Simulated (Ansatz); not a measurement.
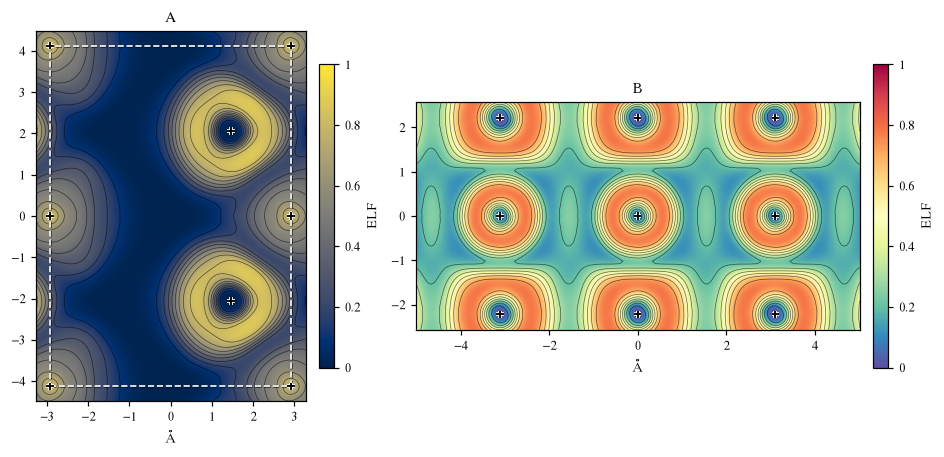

The ELF of 2 systems, each on a plane through atoms (crosses mark nuclei in the plane).

Method: DFT, PBEsol, PAW with Ansatz's default frozen-core files, scalar-relativistic (Ansatz).

System 1: HgS, the (110) plane of the conventional cell. Space group F-43m.

```yaml
crystal:
  lattice:
    - [5.83841, 0.00000, 0.00000]
    - [0.00000, 0.00000, -5.83841]
    - [0.00000, 5.83841, 0.00000]
  atoms:
    - { symbol: Hg, position: [0.50000, 0.50000, 0.00000] }
    - { symbol: Hg, position: [0.00000, 0.50000, 0.50000] }
    - { symbol: Hg, position: [0.00000, 0.00000, 0.00000] }
    - { symbol: Hg, position: [0.50000, 0.00000, 0.50000] }
    - { symbol: S, position: [0.75000, 0.75000, 0.25000] }
    - { symbol: S, position: [0.25000, 0.75000, 0.75000] }
    - { symbol: S, position: [0.25000, 0.25000, 0.25000] }
    - { symbol: S, position: [0.75000, 0.25000, 0.75000] }
```

System 2: NbC, the (100) plane of the conventional cell. Space group I4/mmm; changed on purpose from its base cell (zz strain of +1 %, PAW files); computed pressure about 8 GPa in this cell; computed without spin polarisation.

```cif
data_structure
_symmetry_space_group_name_H-M 'P 1'
_symmetry_Int_Tables_number 1
_cell_length_a 3.1113
_cell_length_b 3.1113
_cell_length_c 4.4440
_cell_angle_alpha 90.000
_cell_angle_beta 90.000
_cell_angle_gamma 90.000
_cell_volume 43.02
loop_
_atom_site_label
_atom_site_type_symbol
_atom_site_fract_x
_atom_site_fract_y
_atom_site_fract_z
_atom_site_occupancy
Nb1 Nb 0.00000 0.00000 0.00000 1
Nb2 Nb 0.50000 0.50000 0.50000 1
C1 C 0.50000 0.50000 0.00000 1
C2 C 0.00000 0.00000 0.50000 1
```

Which map belongs to which system?

Answer. Panel A is system 1, HgS: the plane holds Hg and S. Hg–S (2.53 Å): the ELF peaks at about 0.90 in the valence shell of S, 0.8 Å from its nucleus, and drops to about 0.20 between the two atoms. Panel B is system 2, NbC: the plane holds Nb and C. Nb–C (2.22 Å): the ELF peaks at about 0.75 in the valence shell of C, 0.7 Å from its nucleus, and is about 0.25 at the midpoint.
